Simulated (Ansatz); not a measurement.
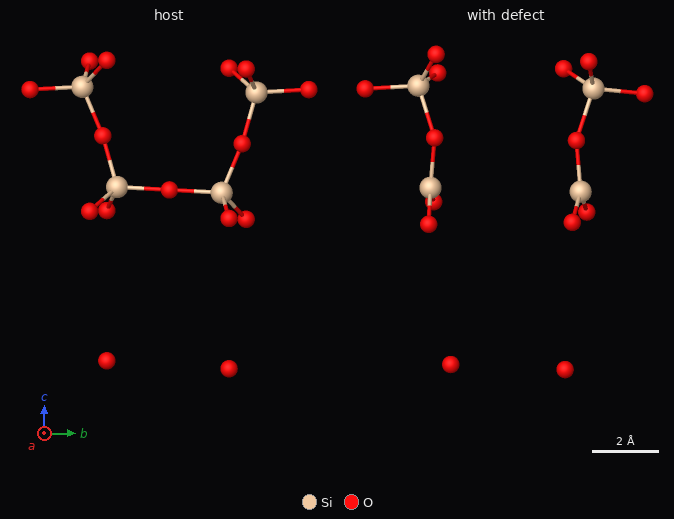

Left: perfect SiO$_{2}$. Right: the same region with one point defect, after relaxing the atoms in a supercell of 48 sites. A ball-and-stick model of the atoms within 6.0 Å of one point, in a slice 4.2 Å thick across the line of sight, seen along the a axis.

These are results of DFT, PBE, plane-wave PAW, default files, scalar-relativistic (Ansatz 0.2.0), not measurements. Set-up: plane-wave cutoff 420 eV; k-point mesh 3 × 4 × 3; occupations fermi dirac; smearing width 0.01 eV; no spin polarisation. A uniform background neutralises the charged cell. The axes drawn are those of the host's conventional cell.

### Which defect is it?

An oxygen atom is taken out (a vacancy).

The charge state of the cell is +2.

### How does the lattice respond?

Around the empty O site the host had 2 Si at 1.61 Å; after relaxation the nearest atoms are 2 Si at 2.29 to 2.32 Å, 4 O at 2.67 to 2.73 Å. Of the host's atoms, a silicon atom moves furthest from its site, by 0.71 Å. Relaxing the atoms from the host's sites lowers the energy by 3.20 eV.

Limits of the set-up: the cell is charged, on a uniform background, and energies carry no finite-size correction.
